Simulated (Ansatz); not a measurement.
Given this structure:

```
CELL_PARAMETERS angstrom
3.97196 0.00000 0.00000
-1.98598 3.43982 0.00000
0.00000 0.00000 5.01406
ATOMIC_POSITIONS crystal
Ni 0.66667 0.33333 0.75000
Ni 0.33333 0.66667 0.25000
Ni 0.00000 0.00000 0.50000
Ni 0.00000 0.00000 0.00000
Ge 0.66667 0.33333 0.25000
Ge 0.33333 0.66667 0.75000
```

### Characterise the structure given above.

The structure is one of Ni2Ge. The symmetry is that of P6_3/mmc (No. 194), on a primitive hexagonal lattice. Its structure type: Ni₂In type. Counting shared atoms by their share gives 4 Ni, 2 Ge, or 6 atoms. The neighbours of Ge are eleven Ni at 2.29 to 2.61 Å. Ni takes two kinds of site: 2c with six Ni and five Ge (2.61 Å to Ni, 2.29 to 2.51 Å to Ge); 2a with eight Ni and six Ge (2.51 to 2.61 Å to Ni, 2.61 Å to Ge). The bonds build a three-dimensional framework.

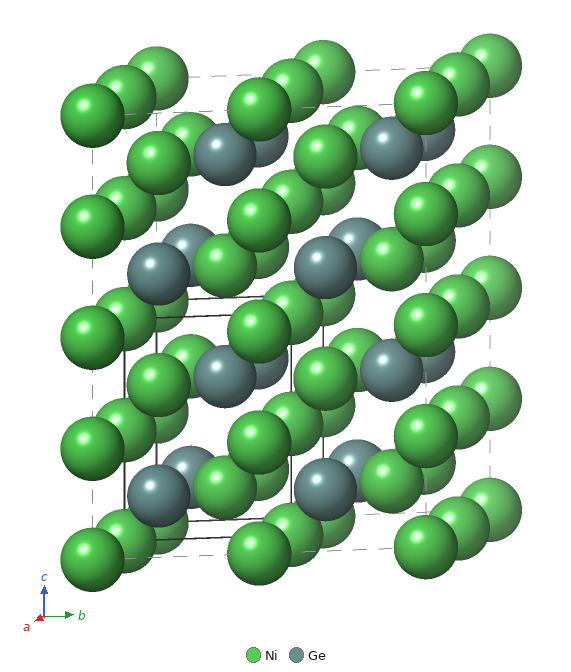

View slightly off an axis, drawn as a spheres-only model. Solid lines give the conventional unit cell, repeated here 2×2×2 times. Colours: nickel green, germanium teal.

The initial geometry was a structure listed in the Materials Project, with elements exchanged, so it need not be a known form of the compound. The picture shows the end point of a geometry optimisation with DFT PBEsol, scalar-relativistic, plane waves, PAW (Ansatz).
